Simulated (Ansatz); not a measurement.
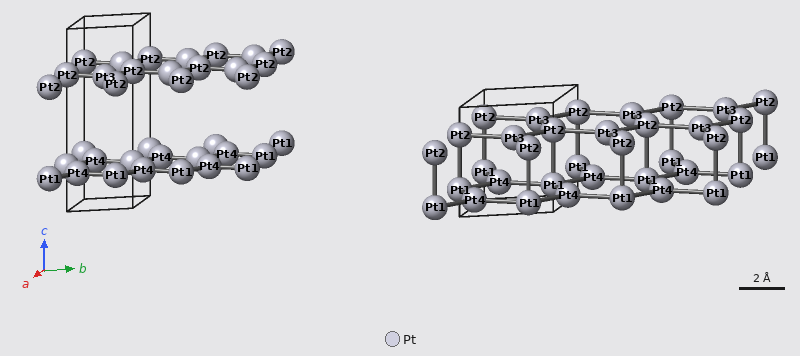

Two geometries of a crystal of Pt (built on the graphite_194 type) (coarse preliminary run), drawn at one scale. One is the start of a relaxation, the other its converged end. A ball-and-stick model of the cell of the calculation, repeated 2 × 3 × 1 with one cell outlined, seen slightly off an axis.

Method: DFT PBE, scalar-relativistic, plane waves, PAW (Ansatz 0.2.0). (plane-wave cutoff 420 eV; k-point mesh 6 × 6 × 2; occupations gaussian; smearing width 0.1 eV; no spin polarisation; cell and atoms relaxed; force threshold 0.04 eV/Å; at most 70 steps)

Which one is relaxed?

The right one is the relaxed one. Case: graphite type (P6_3/mmc, No. 194). The atoms keep their places relative to the cell (all moves are under 0.005 Å). The volume changes by +21.1 %, with a = b 3.069 → 4.361 Å (+42.1 %), c 8.359 → 5.012 Å (−40.0 %). Near-neighbour distances that change, for instance: Pt1–Pt2 4.180 → 2.506 Å, Pt1–Pt4 1.772 → 2.518 Å. New bonds form: Pt1–Pt2 (4.18 → 2.51 Å). The space group stays P6_3/mmc (No. 194). After 20 accepted moves (22 points after the start) the energy has fallen by 72.879 eV per cell of the calculation. All forces vanish by symmetry, so only the cell relaxes. Pressure: 495.01 GPa at the start and −0.07 GPa at the end. At 2 points the geometry stayed and the basis and grid were re-selected for the new cell (energy shift of 2.206 eV per cell of the calculation at most each time). The run took of the order of 50 core-seconds on a shared host.

Limits of the set-up: the k-point mesh is coarse for a cell with partly filled bands.
